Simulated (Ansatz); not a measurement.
The structure in question:

```cif
data_structure
_symmetry_space_group_name_H-M 'P -4 2 m'
_symmetry_Int_Tables_number 111
_cell_length_a 4.2563
_cell_length_b 4.2563
_cell_length_c 8.6149
_cell_angle_alpha 90.000
_cell_angle_beta 90.000
_cell_angle_gamma 90.000
_cell_volume 156.07
loop_
_atom_site_label
_atom_site_type_symbol
_atom_site_symmetry_multiplicity
_atom_site_Wyckoff_symbol
_atom_site_fract_x
_atom_site_fract_y
_atom_site_fract_z
_atom_site_occupancy
Si1 Si 1 d 0.50000 0.50000 0.00000 1
Zr1 Zr 1 a 0.00000 0.00000 0.00000 1
Si2 Si 2 f 0.00000 0.50000 0.50000 1
O1 O 4 n 0.24938 0.75062 0.41160 1
O2 O 4 n 0.28243 0.71757 0.88660 1
```

Question: What crystal do these data define?

Answer: Its composition is ZrSi3O8. It is primitive tetragonal, space group P-42m (No. 111). One cell contains 1 Zr, 3 Si, 8 O, 12 atoms in all. Si bonds to four O in a distorted tetrahedral arrangement at 1.63 to 1.69 Å. Around each Zr lie four O in a distorted tetrahedral arrangement at 1.96 Å. O takes two kinds of site: 4n with two Si in a bent arrangement at 1.69 Å; 4n with one Si and one Zr in a bent arrangement (1.63 Å to Si, 1.96 Å to Zr). The bonds build ZrSiO4 and SiO2 layers parallel to (001).

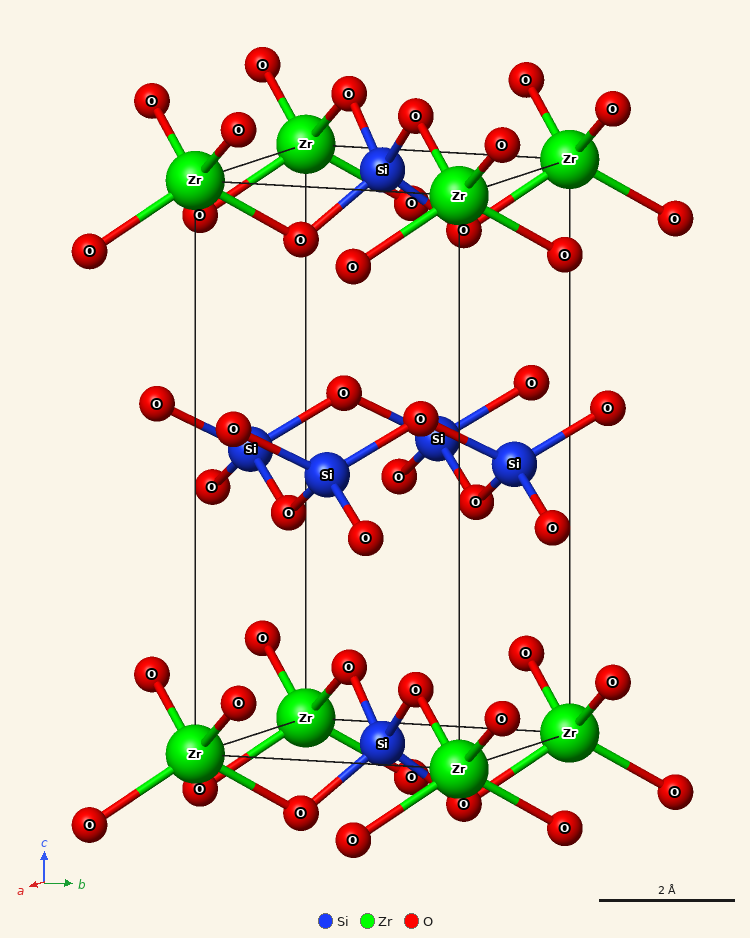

Ball-and-stick representation of a periodic structure, projected slightly off an axis. The frame is the conventional unit cell; atoms at its boundary are shown with their periodic copies. Periodic images bonded to atoms of the box are shown as well. Colours: zirconium green, silicon blue, oxygen red.

Origin of the cell: a structure listed in the Materials Project, with elements exchanged, so it need not be a known form of the compound. Earlier steps of the study may have refined or changed the cell and positions. It was run through Ansatz as a DFT input.
